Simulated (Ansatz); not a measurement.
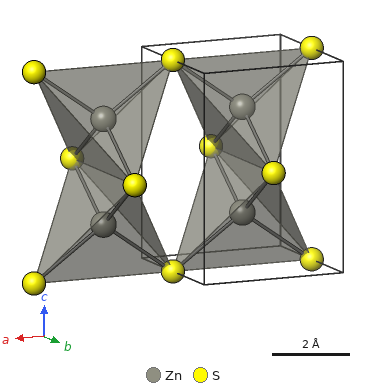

Starting structure of crystalline ZnS (a generated structure, set up in P4_2/mmc) (coarse preliminary run). Style: polyhedral. Shown: the cell of the calculation, repeated 2 × 1 × 1 with one cell outlined, from a free direction.

Computed with Ansatz, DFT PBE, scalar-relativistic, plane waves, PAW.

The input:
```yaml
crystal:
  lattice:
    - [3.99756726, 0.0, 0.0]
    - [0.0, 3.99756726, 0.0]
    - [0.0, 0.0, 5.65341384]
  atoms:
    - { symbol: Zn, position: [0.5, 0.5, 0.25] }
    - { symbol: Zn, position: [0.5, 0.5, 0.75] }
    - { symbol: S, position: [0.0, 0.5, 0.0] }
    - { symbol: S, position: [0.5, 0.0, 0.5] }
basis:
  ecutwfc: 420
kpoints:
  mp_grid: { grid: [4, 4, 4] }
hamiltonian:
  xc: pbe
scf:
  occupations: { method: gaussian, width: 0.1 }
  lower_state_search: "off"
output:
  forces: true
  stress: true
  eigenvalues: true
relax:
  adjacent_minimum: "off"
  f_tol: 0.04
  max_steps: 70
  cell: { stress_tol: 0.4 }
```

Launched with:
```bash
ansatz run input.yaml --threads 1 --pin off --max-ram 2048MiB --backend cpu --events-out ev --progress --plain --runs-dir out
```

> Predict the outcome.

No atom moves by more than 0.005 Å relative to the cell. Cell: a = b 3.998 → 3.677 Å (−8.0 %), c 5.653 → 6.033 Å (+6.7 %). Volume −9.7 %. Some distances before and after: Zn1–S3 2.448 → 2.378 Å. Bond angles that change, for instance: S3–Zn1–S3 109.5° → 101.3°, Zn1–S3–Zn1 109.5° → 101.3°, Zn1–S3–Zn2 70.5° → 78.7°. The space group stays P4_2/mmc (No. 131). Over 3 accepted moves (4 points after the start) the energy falls by 88.0 meV per atom. All forces vanish by symmetry, so only the cell relaxes. Pressure: −4.31 GPa at the start and −0.07 GPa at the end. At 1 point the geometry stayed and the basis and grid were re-selected for the new cell (energy shift of 0.6 meV per atom at most each time). Cost: 3.8 s on 1 thread of AMD EPYC 9R45 96-Core Processor (Zen 5) (shared host), peak memory 0.43 GiB.

History of the run:

```tsv
step	E − E(0), meV/atom	pressure, GPa	volume, Å³/atom	note
0	0.00	-4.31	22.586	
1	-72.50	-2.25	21.294	
2	-86.38	1.23	19.952	
3	-88.53	-0.07	20.390	
4	-87.96	-0.07	20.390	same geometry, new basis
```

Final geometry:

```xyz
4
Lattice="3.6768 0.0000 0.0000 0.0000 3.6768 0.0000 0.0000 0.0000 6.0333" Properties=species:S:1:pos:R:3 pbc="T T T"
Zn    1.8384    1.8384    1.5083
Zn    1.8384    1.8384    4.5249
S     0.0000    1.8384    6.0333
S     1.8384    0.0000    3.0166
```

The end point in the same view:

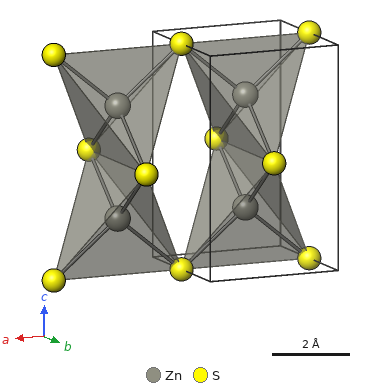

Limits of the set-up: the k-point mesh is coarse for a cell with partly filled bands.
